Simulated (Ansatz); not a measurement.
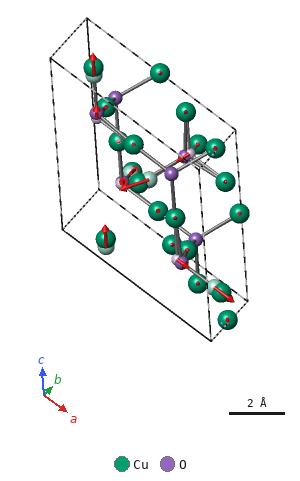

A relaxation of a defect cell of composition Cu16O7. The starting structure is drawn faded, the final one solid; red arrows show the displacements, magnified 3 times.

The picture is a ball-and-stick view of the cell of the calculation (origin shifted), seen slightly off an axis.

The calculation used Ansatz, DFT, PBE, plane-wave PAW, default files, scalar-relativistic. Set-up: plane-wave cutoff 420 eV; k-point mesh 3 × 3 × 3; occupations fermi dirac; smearing width 0.01 eV; collinear spin; atoms relaxed in a fixed cell; force threshold 0.03 eV/Å; at most 40 steps.

What did the optimiser do to the structure, and how much energy did it gain?

Answer. Over 3 accepted moves (4 points after the start) the energy falls by 1.763 eV per cell of the calculation. The largest force component goes from 1.8 to 0.0073 eV/Å. 1 step only repeated the SCF at the same geometry. A Cu atom moves most: 0.40 Å roughly along [−3 −3 −2]. By element the largest moves are Cu 0.40 Å, O 0.20 Å. The lattice vectors keep their values. Some distances before and after: Cu–Cu 3.098 → 2.481 Å, Cu–Cu 3.012 → 2.479 Å, Cu–O 1.778 → 1.973 Å, Cu–O 1.845 → 1.972 Å. Among the angles between lasting bonds that change: Cu–O–Cu 107.9° → 114.0°, Cu–O–Cu 109.5° → 104.5°, Cu–O–Cu 109.5° → 104.5°. The program noted that the starting moments weren't kept. Cost: 4 min on 4 threads of Arm Neoverse V2, on a shared host, peak memory 2.4 GiB.

Limits of the set-up: the periodic images lie only 7.4 Å apart, so the values are limited by the cell's size.
